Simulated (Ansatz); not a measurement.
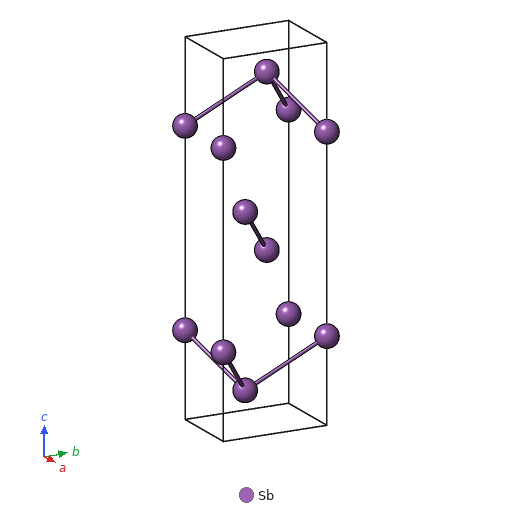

System: Sb, space group R-3m (No. 166). The picture shows the conventional cell.

The given structure:
```yaml
crystal:
  lattice:
    - [2.18531, 1.26169, 3.84609]
    - [-2.18531, 1.26169, 3.84609]
    - [0.00000, -2.52338, 3.84609]
  atoms:
    - { symbol: Sb, position: [0.23305, 0.23305, 0.23305] }
    - { symbol: Sb, position: [0.76695, 0.76695, 0.76695] }
```

Method: harmonic phonon frequencies at the zone centre with atoms at rest in the given cell, without the long-range term of polar modes, the three translations left out, imaginary frequencies are negative; plane waves with PAW datasets, Γ-centred k mesh (Ansatz 0.2.0). Level: PBE, no spin polarisation.

wave cutoff 420 eV; k mesh 12×12×12; occupations Fermi–Dirac; smearing width 0.15 eV; pressure 0 GPa; phonon method linear response.

Describe the result: the zone-centre optical phonon frequencies (the three acoustic modes are left out).

No frequency is imaginary, so the structure is stable to these displacements (zone-boundary modes weren't tested here). The highest mode lies at 139.8 cm⁻¹. The optical modes lie at 99.6 (×2), 139.8 cm⁻¹.

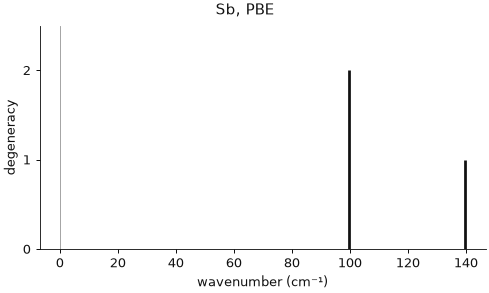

Note: metal sensitive to the k mesh.
